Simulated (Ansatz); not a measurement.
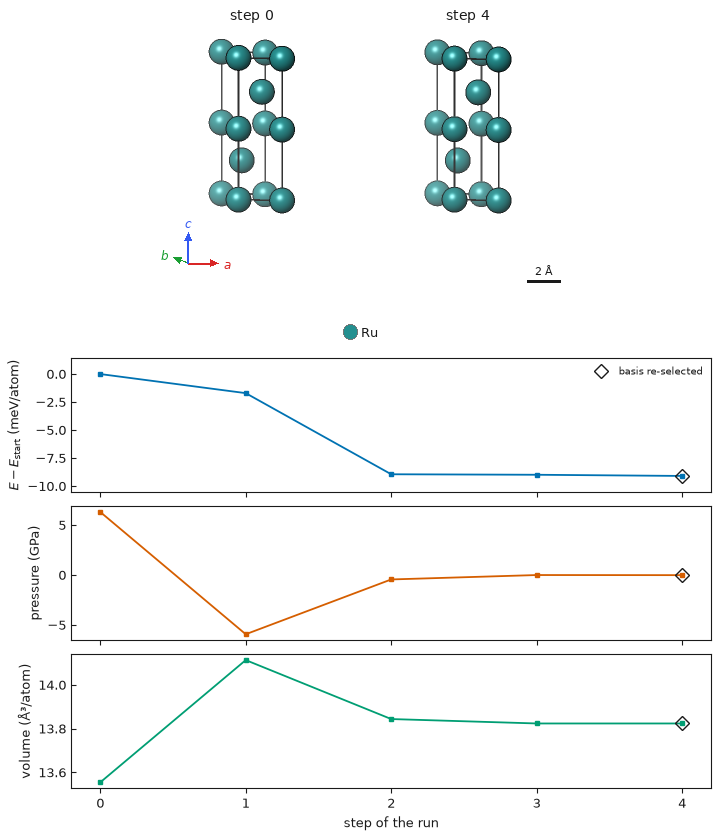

First and last geometry of a relaxation of solid Ru (a generated structure, set up in P6_3/mmc), with the history of the run. A spheres-only model of the cell of the calculation, seen slightly off an axis.

Phase: dhcp.

All numbers below come from DFT, PBE, plane waves (420 eV) with PAW, scalar-relativistic (Ansatz). Set-up: plane-wave cutoff 420 eV; k-point mesh 13 × 13 × 4; occupations fermi dirac; smearing width 0.05 eV; collinear spin; cell and atoms relaxed; force threshold 0.01 eV/Å; at most 60 steps.

Question: Did the run converge, and what did it change?

Answer: It converged. The energy falls by 9.1 meV per atom in 3 accepted moves (4 points after the start). All forces vanish by symmetry, so only the cell relaxes. The pressure goes from 6.31 to −0.01 GPa. The SCF was repeated once at an unchanged geometry on a basis and grid sized afresh for the cell, which shifted the energy by 0.1 meV per atom at most. The atoms keep their places relative to the cell (all moves are under 0.005 Å). The drawn cell changes as follows: a = b 2.676 → 2.710 Å (+1.2 %), c 8.741 → 8.696 Å (−0.5 %); the volume changes by +2.0 %. Some distances before and after: Ru–Ru 2.676 → 2.710 Å. The space group stays P6_3/mmc (No. 194). The program noted that the starting moments weren't kept. The run took of the order of 80 core-seconds on a shared host.

```json
{"step": "0", "E − E(0), meV/atom": "0.00", "pressure, GPa": "6.31", "volume, Å³/atom": "13.555", "note": ""}
{"step": "1", "E − E(0), meV/atom": "-1.70", "pressure, GPa": "-5.93", "volume, Å³/atom": "14.114", "note": ""}
{"step": "2", "E − E(0), meV/atom": "-8.94", "pressure, GPa": "-0.44", "volume, Å³/atom": "13.844", "note": ""}
{"step": "3", "E − E(0), meV/atom": "-8.98", "pressure, GPa": "0.00", "volume, Å³/atom": "13.824", "note": ""}
{"step": "4", "E − E(0), meV/atom": "-9.09", "pressure, GPa": "-0.01", "volume, Å³/atom": "13.824", "note": "same geometry, new basis"}
```
